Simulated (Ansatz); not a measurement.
The coordinates of a crystal:

```
Al Ga N
1.0
     4.35594    0.00000    0.00000
     0.00000    4.35594    0.00000
     0.00000    0.00000    4.46763
Al Ga N
1 3 4
Direct
  0.00000 0.00000 0.00000
  0.50000 0.50000 0.00000
  0.50000 0.00000 0.50000
  0.00000 0.50000 0.50000
  0.75503 0.75503 0.24497
  0.75503 0.24497 0.75503
  0.24497 0.75503 0.75503
  0.24497 0.24497 0.24497
```

### Say what kind of structure these coordinates give.

This is AlGa₃N₄. The lattice is primitive tetragonal and the space group P-42m (No. 111). It has 8 atoms to the cell (1 Al, 3 Ga, 4 N). The polyhedra are AlN4 tetrahedra and GaN4 tetrahedra; they share corners. Al is coordinated by four N in a tetrahedral arrangement at 1.86 Å. Each Ga is bonded to four N in a tetrahedral arrangement at 1.91 Å. N bonds to three Ga and one Al in a tetrahedral arrangement (1.92 Å to Ga, 1.86 Å to Al). The bonds build a three-dimensional framework.

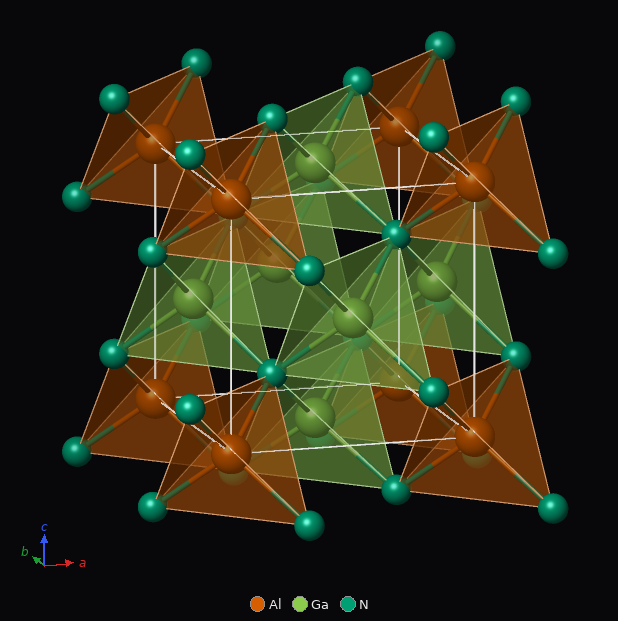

Polyhedral drawing of the structure, looking slightly off an axis. The edges of the conventional unit cell are marked. Some neighbours outside the box are added.

The cell started as a structure listed in the Materials Project. The cell was then strained or its atoms displaced on purpose. It was run through Ansatz as a DFT input.

At this level of theory the run's own cell isn't at rest (compressed, at 11 GPa), so its distances can differ from those at equilibrium, the more so the softer the solid.
